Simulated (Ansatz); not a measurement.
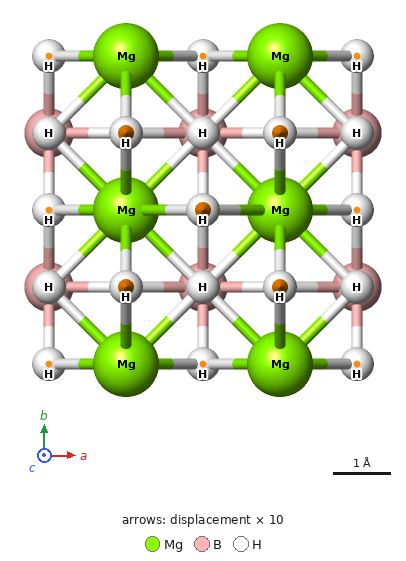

This is a relaxation of crystalline MgBH5 (built on the MgPPd5-123 type type). The starting structure is drawn; orange arrows show the displacements (the part carried along by the change of the cell is left out), magnified 10 times.

A ball-and-stick model of the atoms within 4.2 Å of the atom that moves most (axes of the cell of the calculation), seen along the c axis.

All numbers below come from DFT, r2SCAN+rVV10, plane waves, PAW in Ansatz. (plane-wave cutoff 500 eV; k-point mesh 8 × 8 × 4; occupations fermi dirac; smearing width 0.03 eV; no spin polarisation; cell and atoms relaxed; force threshold 0.01 eV/Å; at most 120 steps)

**Atoms of which element are displaced furthest, and by how much?**

Hydrogen: up to 0.073 Å, against 0.000 Å for magnesium.

**What happened in the run?**

After 4 accepted moves (6 points after the start) the energy has fallen by 16.0 meV per atom. Largest force component: 0.54 eV/Å at the start, 0.00035 eV/Å at the end. Pressure: 1.86 GPa at the start and 0.02 GPa at the end. The line search rejected the trial step at point 1 of the run. At 1 point the geometry stayed and the basis and grid were re-selected for the new cell (energy shift of 0.1 meV per atom at most each time). The largest moves relative to the cell, 0.073 Å, are those of H atoms. Mg and B stay in place. The drawn cell changes as follows: a = b 2.742 → 2.790 Å (+1.7 %), c 5.414 → 5.381 Å (−0.6 %); the volume changes by +2.9 %. Some distances before and after: H–Mg 2.288 → 2.352 Å, Mg–Mg 2.742 → 2.790 Å, H–Mg 1.939 → 1.973 Å, B–H 1.627 → 1.607 Å. The space group stays P4/mmm (No. 123).
